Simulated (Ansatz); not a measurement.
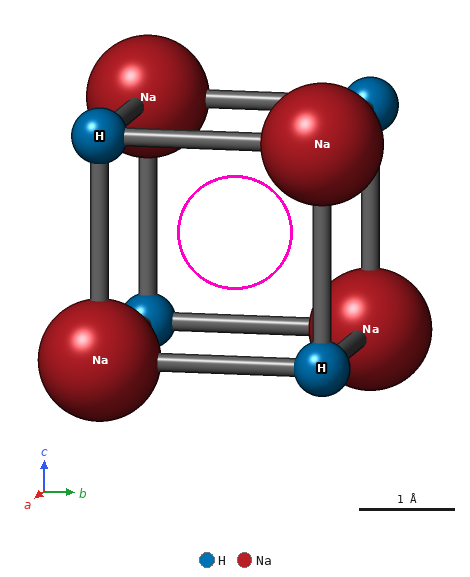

Perfect NaH. A ball-and-stick model of the atoms within 3.3 Å of one point, seen slightly off an axis.

These are results of Ansatz, DFT, PBEsol, PAW, plane waves, not measurements. Settings: plane-wave cutoff 420 eV; k-point mesh 1 × 1 × 1; mesh shifted by (0.25, 0.25, 0.25); collinear spin. Fermi-Dirac smearing of 0.01 eV. The axes drawn are those of the host's conventional cell.

An extra sodium atom is put between the host's atoms (an interstitial) at the ringed place, in charge state 0. The supercell has 64 sites, and the atoms are relaxed at the host's cell.

Q: How do the neighbours respond?

A: The Na atom starts with 4 Na at 2.07 to 2.08 Å, 4 H at 2.07 to 2.08 Å around its place and ends with 3 H at 2.10 to 2.11 Å. Of the host's atoms, a sodium atom moves furthest from its site, by 1.17 Å. The Na atom itself moves 0.61 Å from where it was put. The cell's net moment is 1.00 μB.

The relaxed defect, seen from the same direction:

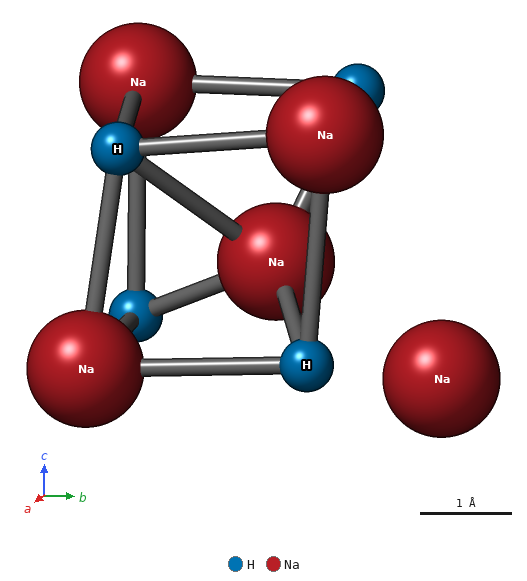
